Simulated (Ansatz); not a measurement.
The calculation's input:

```
crystal:
  lattice:
    - [2.6862131167, -2.6862804191, -0.0195708549]
    - [2.6862131167, 2.6862804191, -0.0195708549]
    - [-2.6489319062, 0.0, 4.8689975849]
  atoms:
    - { symbol: Ti, position: [0.1251059418, 0.8748940582, 0.25], spin: 1.0 }
    - { symbol: Ti, position: [0.8748940582, 0.1251059418, 0.75], spin: 1.0 }
    - { symbol: O, position: [0.3314172325, 0.0816314283, 0.6629499159] }
    - { symbol: O, position: [0.6685827675, 0.9183685717, 0.3370500841] }
    - { symbol: O, position: [0.9183685717, 0.6685827675, 0.8370500841] }
    - { symbol: O, position: [0.0816314283, 0.3314172325, 0.1629499159] }
basis:
  ecutwfc: 500
kpoints:
  mp_grid: { grid: [8, 8, 6] }
  band_path:
    path:
      - [[0.0, 0.0, 0.0], [0.0, 0.0, 0.5], [-0.42329207, 0.42329207, 0.5]]
      - [[-0.57670793, -0.42329207, 0.5], [-0.5, -0.5, 0.5], [0.0, 0.0, 0.0], [-0.5, 0.5, 0.0]]
      - [[-0.5, 0.0, 0.5], [0.0, 0.0, 0.0], [-0.5, 0.0, 0.0]]
    npoints: 14
hamiltonian:
  xc: r2scan
scf:
  occupations: { method: gaussian, width: 0.02 }
  n_extra_bands: 15
output:
  forces: true
  stress: true
  eigenvalues: true
  populations: true
  dos: { projected: true, de: 0.02, nscf_kmesh: { grid: [12, 12, 9] } }
  bader: true
  write_density: true
  write_potential: true
  elf: true
  volumetric_format: npy
magnetization:
  spin_polarized: true
```

Run with:

```sh
ansatz run input.yaml --threads 1 --pin off --max-ram 2560MiB --backend cpu --events-out ev --progress --plain --runs-dir out
```

Below, planes, directions and counts refer to the conventional cell (a = 3.80 Å, b = 3.80 Å, c = 9.70 Å, α = 89.98°, β = 89.98°, γ = 90.00°).

Space group I4₁/amd; a structure from a database of computed crystals, not necessarily the ambient phase; computed pressure about −5 GPa in this cell; the program warned that a starting moment wasn't kept; spin-polarised, but the moments vanished.

Method: DFT r2SCAN, scalar-relativistic, plane waves, PAW (Ansatz).

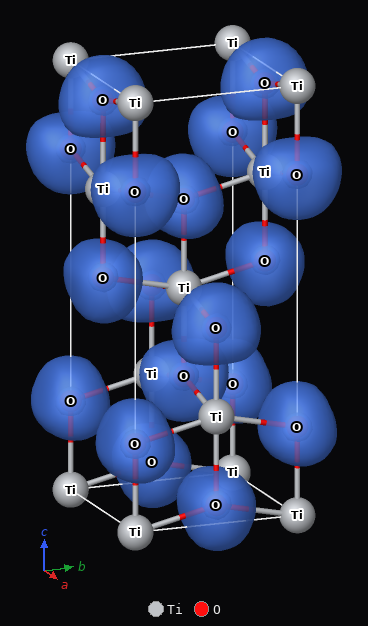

TiO$_{2}$. Isosurface of the ELF at 0.65 (blue), seen slightly off an axis. Core shells and regions of very low density are left out. Sticks mark near contacts.

Core electrons are frozen (PAW), and the valence fields are smoothed inside the atomic spheres.

Where are the electrons localised?

Answer. The surface consists of eight regions wrapped around O (the valence shell of each), counted in one cell of 12 atoms. Regions shared between cells count once.

Values along the shortest contacts:
Ti–O (1.95 Å): the ELF peaks at about 0.85 in the valence shell of O, 0.6 Å from its nucleus, and is about 0.20 at the midpoint; no localised pair shows between them. Ti–O (2.00 Å): the ELF peaks at about 0.85 in the valence shell of O, 0.6 Å from its nucleus, and is about 0.20 at the midpoint; no shared electron pair shows on this line.
